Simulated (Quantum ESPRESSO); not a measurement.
## GaN (F-43m): phonon frequency against volume, with a fit

By how much does an optical zone-centre mode of GaN (F-43m) shift under hydrostatic pressure?

Program: Quantum ESPRESSO 7.5. Level of theory: DFT LDA, scalar-relativistic, plane waves, JTH PAW pseudopotentials. Results are calculated unless marked as measured.

## Step 1: Set-up

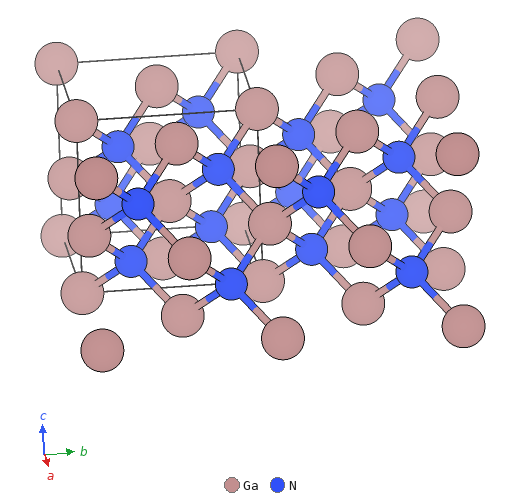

The starting structure, seen slightly off an axis (gallium pink, nitrogen blue). 2×2×1 cells are drawn. This picture shows the conventional cell, with its axes. Bonds to atoms that aren't drawn are left out. Some periodic images of atoms are drawn too.

This is the cell after its relaxation at this level of theory, not the database cell from which that began.

## Step 2: Runs at several volumes

The relaxed cell is scaled uniformly; in this structure symmetry fixes all atoms, so nothing has to be relaxed anew. Each volume gets a ground state and a response at Γ. The mode followed is the highest one without the macroscopic field, of symmetry T2; longitudinal polar modes lie higher. Cutoff 60 Ry, k mesh 12×12×12.

From the response at V/V₀ = 0.94:

The log of the run:

```text
[banners, grids, parts of the stress and lines that vanish by symmetry left out]
Program PHONON v.7.5
     Reading xml data from directory:

[...]
Exchange-correlation= PW
                           (   1   4   0   0   0   0   0)
[...]
kinetic-energy cut-off    =      60.0000  Ry
     charge density cut-off    =     480.0000  Ry
     convergence threshold     =      1.0E-18
[...]
Exchange-correlation= PW
                           (   1   4   0   0   0   0   0)
[...]
q = (   0.0000000   0.0000000   0.0000000 )
     25 Sym.Ops. (with q -> -q+G )
     G cutoff =  413.5027  (  25101 G-vectors)     FFT grid: ( 45, 45, 45)
     G cutoff =  206.7514  (   8801 G-vectors)  smooth grid: ( 30, 30, 30)
     number of k points=    72
[...]
Mode symmetry, T_d (-43m)  point group:
[...]
Dielectric constant
[...]
End of electric fields calculation
          Dielectric constant in cartesian axis
          (       5.447102234       0.000000000      -0.000000000 )
          (       0.000000000       5.447102234       0.000000000 )
          (      -0.000000000       0.000000000       5.447102234 )
          Effective charges (d Force / dE) in cartesian axis without acoustic sum rule applied (asr)
           atom    1  Ga    Mean Z*:        2.60194
      Ex  (        2.60194       -0.00000       -0.00000 )
      Ey  (        0.00000        2.60194        0.00000 )
      Ez  (       -0.00000        0.00000        2.60194 )
           atom    2  N     Mean Z*:       -2.60205
      Ex  (       -2.60205       -0.00000       -0.00000 )
      Ey  (       -0.00000       -2.60205       -0.00000 )
      Ez  (       -0.00000       -0.00000       -2.60205 )
          Effective charges Sum: Mean:       -0.00011
[...]
Effective charges (d Force / dE) in cartesian axis with asr applied:
           atom    1  Ga    Mean Z*:        2.60200
[...]
atom    2  N     Mean Z*:       -2.60200
[...]
Representation #   1 modes #   1   2   3
[...]
End of self-consistent calculation
     Convergence has been achieved
     Representation #   2 modes #   4   5   6
[...]
End of self-consistent calculation
     Convergence has been achieved
[...]
Dielectric constant in cartesian axis
          (       5.447102234       0.000000000      -0.000000000 )
          (       0.000000000       5.447102234       0.000000000 )
          (      -0.000000000       0.000000000       5.447102234 )
          Effective charges (d Force / dE) in cartesian axis without acoustic sum rule applied (asr)
           atom    1  Ga    Mean Z*:        2.60194
      Ex  (        2.60194       -0.00000       -0.00000 )
      Ey  (        0.00000        2.60194        0.00000 )
      Ez  (       -0.00000        0.00000        2.60194 )
           atom    2  N     Mean Z*:       -2.60205
      Ex  (       -2.60205       -0.00000       -0.00000 )
      Ey  (       -0.00000       -2.60205       -0.00000 )
      Ez  (       -0.00000       -0.00000       -2.60205 )
          Effective charges Sum: Mean:       -0.00011
[...]
Effective charges (d Force / dE) in cartesian axis with asr applied:
           atom    1  Ga    Mean Z*:        2.60200
[...]
atom    2  N     Mean Z*:       -2.60200
[...]
q = (    0.000000000   0.000000000   0.000000000 )
[...]
freq (    1) =       0.056083 [THz] =       1.870740 [cm-1]
     freq (    2) =       0.056083 [THz] =       1.870740 [cm-1]
     freq (    3) =       0.056083 [THz] =       1.870740 [cm-1]
     freq (    4) =      18.170775 [THz] =     606.111796 [cm-1]
     freq (    5) =      18.170775 [THz] =     606.111796 [cm-1]
     freq (    6) =      18.170775 [THz] =     606.111796 [cm-1]
[...]
Mode symmetry, T_d (-43m)  point group:
     freq (   1-   3) =          1.9  [cm-1]   --> T_2  G_15 P_4   I+R
     freq (   4-   6) =        606.1  [cm-1]   --> T_2  G_15 P_4   I+R

   JOB DONE.
```

One volume, V/V₀ = 1, is held back as a test.

| V/V₀ | volume (Å³/atom) | pressure (GPa) | ω (cm⁻¹) |
| --- | --- | --- | --- |
| 0.94 | 10.391 | 14.66 | 606.11 |
| 0.97 | 10.723 | 6.89 | 578.93 |
| 1 | 11.054 | 0.27 | held back |
| 1.03 | 11.386 | -5.36 | 529.34 |
| 1.06 | 11.717 | -10.15 | 506.70 |

## Step 3: The fit

The mode Grüneisen parameter is γ = −d ln ω / d ln V.

```
ln(V/V₀)    ln ω
 -0.0619  6.4071
 -0.0305  6.3612
  0.0296  6.2716
  0.0583  6.2279
```

A straight line through these points has the slope -1.491, so γ = 1.49; at V/V₀ = 1 it predicts ω = exp(6.3153 + 0.0000) = 552.95 cm⁻¹.

A parabola of pressure against ln V through V/V₀ = 0.97, 1 and 1.03 gives the bulk modulus B = −dP/d ln V = 204 GPa at V₀. With ω₀ from the fitted line the pressure coefficient follows as dω/dP = γ ω₀ / B = 1.49 × 553.0 / 204 = 4.05 cm⁻¹/GPa.

## Step 4: The run that was held back

The log of the run:

```text
[banners, grids, parts of the stress and lines that vanish by symmetry left out]
[banner, memory and clock lines left out]
Program PHONON v.7.5

[...]
Exchange-correlation= PW
                           (   1   4   0   0   0   0   0)
[...]
kinetic-energy cut-off    =      60.0000  Ry
     charge density cut-off    =     480.0000  Ry
     convergence threshold     =      1.0E-18
[...]
Exchange-correlation= PW
                           (   1   4   0   0   0   0   0)
[...]
q = (   0.0000000   0.0000000   0.0000000 )
     25 Sym.Ops. (with q -> -q+G )
     G cutoff =  430.9165  (  26469 G-vectors)     FFT grid: ( 45, 45, 45)
     G cutoff =  215.4583  (   9377 G-vectors)  smooth grid: ( 30, 30, 30)
     number of k points=    72
[...]
Mode symmetry, T_d (-43m)  point group:
[...]
Dielectric constant
[...]
End of electric fields calculation
          Dielectric constant in cartesian axis
          (       5.745287428      -0.000000000      -0.000000000 )
          (      -0.000000000       5.745287428       0.000000000 )
          (      -0.000000000       0.000000000       5.745287428 )
          Effective charges (d Force / dE) in cartesian axis without acoustic sum rule applied (asr)
           atom    1  Ga    Mean Z*:        2.63235
      Ex  (        2.63235       -0.00000        0.00000 )
      Ey  (       -0.00000        2.63235       -0.00000 )
      Ez  (        0.00000       -0.00000        2.63235 )
           atom    2  N     Mean Z*:       -2.63285
      Ex  (       -2.63285       -0.00000        0.00000 )
[...]
Representation #   1 modes #   1   2   3
[...]
End of self-consistent calculation
     Convergence has been achieved
     Representation #   2 modes #   4   5   6
[...]
End of self-consistent calculation
     Convergence has been achieved
[...]
Dielectric constant in cartesian axis
          (       5.745287428      -0.000000000      -0.000000000 )
          (      -0.000000000       5.745287428       0.000000000 )
          (      -0.000000000       0.000000000       5.745287428 )
          Effective charges (d Force / dE) in cartesian axis without acoustic sum rule applied (asr)
           atom    1  Ga    Mean Z*:        2.63235
      Ex  (        2.63235       -0.00000        0.00000 )
      Ey  (       -0.00000        2.63235       -0.00000 )
      Ez  (        0.00000       -0.00000        2.63235 )
           atom    2  N     Mean Z*:       -2.63285
      Ex  (       -2.63285       -0.00000        0.00000 )
      Ey  (       -0.00000       -2.63285       -0.00000 )
      Ez  (        0.00000       -0.00000       -2.63285 )
          Effective charges Sum: Mean:       -0.00050
[...]
Effective charges (d Force / dE) in cartesian axis with asr applied:
           atom    1  Ga    Mean Z*:        2.63260
[...]
atom    2  N     Mean Z*:       -2.63260
[...]
q = (    0.000000000   0.000000000   0.000000000 )
[...]
freq (    1) =       0.093873 [THz] =       3.131272 [cm-1]
     freq (    2) =       0.093873 [THz] =       3.131272 [cm-1]
     freq (    3) =       0.093873 [THz] =       3.131272 [cm-1]
     freq (    4) =      16.589731 [THz] =     553.373861 [cm-1]
     freq (    5) =      16.589731 [THz] =     553.373861 [cm-1]
     freq (    6) =      16.589731 [THz] =     553.373861 [cm-1]
[...]
Mode symmetry, T_d (-43m)  point group:
     freq (   1-   3) =          3.1  [cm-1]   --> T_2  G_15 P_4   I+R
     freq (   4-   6) =        553.4  [cm-1]   --> T_2  G_15 P_4   I+R
```

It gives 553.37 cm⁻¹ against the predicted 552.95 cm⁻¹, a miss of 0.4 cm⁻¹.

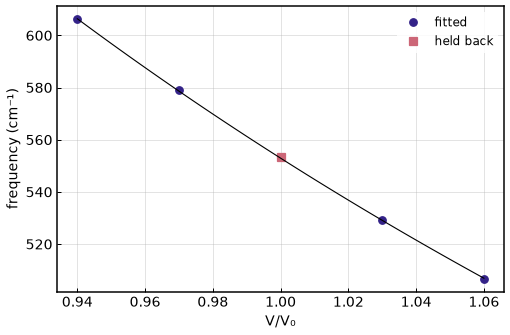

Frequency against volume, with the power-law fit.

## Step 5: Results

- mode Grüneisen parameter: 1.491
- bulk modulus: 204 GPa
- pressure coefficient: 4.05 cm⁻¹/GPa

What this shows: The highest optical mode of GaN (F-43m) without the LO-TO term stiffens by 4.05 cm⁻¹ a GPa near the relaxed volume, with γ = 1.49. The power law meets all 5 runs within 0.08 %; between neighbouring volumes γ runs from 1.46 to 1.52. Such a coefficient turns a measured shift of this mode into a hydrostatic stress; uniaxial or biaxial stress splits the mode and needs deformation potentials. These are harmonic values at zero temperature for the structure held cubic, which a run at Γ can't show to be stable; the bulk modulus rests on three points.

[Host names and launcher messages were left out of these logs when they were recorded.]

[Logs are printed without paths, hosts, clocks, repeated set-up lines and the standing remarks that a program may print on its own settings, such as how far it seeks lower states.]

[Hosts, paths, dates, database ids (printed as entryN), source tags and the programs' standing remarks are cut or masked in the printed files.]
